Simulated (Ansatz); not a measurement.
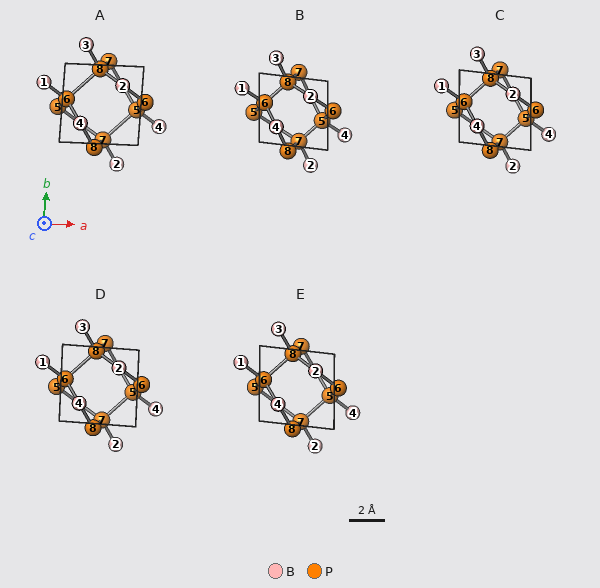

5 geometries from one relaxation of a crystal of BP (a generated structure, set up in Cmme) (coarse preliminary run), in shuffled order. Style: ball-and-stick. Shown: the cell of the calculation, along the c axis.

Theory: DFT PBE, scalar-relativistic, plane waves, PAW (Ansatz 0.2.0). Settings: plane-wave cutoff 420 eV; k-point mesh 4 × 4 × 4; occupations gaussian; smearing width 0.1 eV; no spin polarisation; cell and atoms relaxed; force threshold 0.04 eV/Å; at most 70 steps.

> Order the frames from highest to lowest energy.

B, C, E, D, A. They are steps 0, 1, 2, 4, 12, at +1045 meV per atom, +215 meV per atom, +52.4 meV per atom, +22.8 meV per atom relative to the last. The energy falls by 1045 meV per atom in 9 accepted moves (12 points after the start). Largest force component: 7.7 eV/Å at the start, 0.005 eV/Å at the end. The pressure goes from 61.95 to 0.00 GPa. The line search rejected the trial step at point 6 of the run. The SCF was repeated twice at an unchanged geometry on a basis and grid sized afresh for the cell, which shifted the energy by 13.9 meV per atom at most. The largest moves relative to the cell, 0.26 Å, are those of P5, P6, P7 and P8. P8 goes along [1 1 1]. Largest moves by element: P 0.26 Å, B 0.14 Å. The drawn cell changes as follows: a = b 4.031 → 4.608 Å (+14.3 %), c 5.304 → 5.544 Å (+4.5 %), γ 96.8° → 88.1°; the volume changes by +37.5 %. Among the contacts that change: P5–P7 1.824 → 2.639 Å, P5–P6 1.834 → 2.154 Å, B1–B2 1.824 → 1.629 Å, B1–P6 1.821 → 1.885 Å. Bond angles that change, for instance: P6–P8–P7 117.7° → 108.2°, B1–P8–B3 111.8° → 116.4°, B1–P8–P7 110.0° → 114.5°. The space group stays Cmme (No. 67).

Limits of the set-up: the k-point mesh is coarse for a cell with partly filled bands.
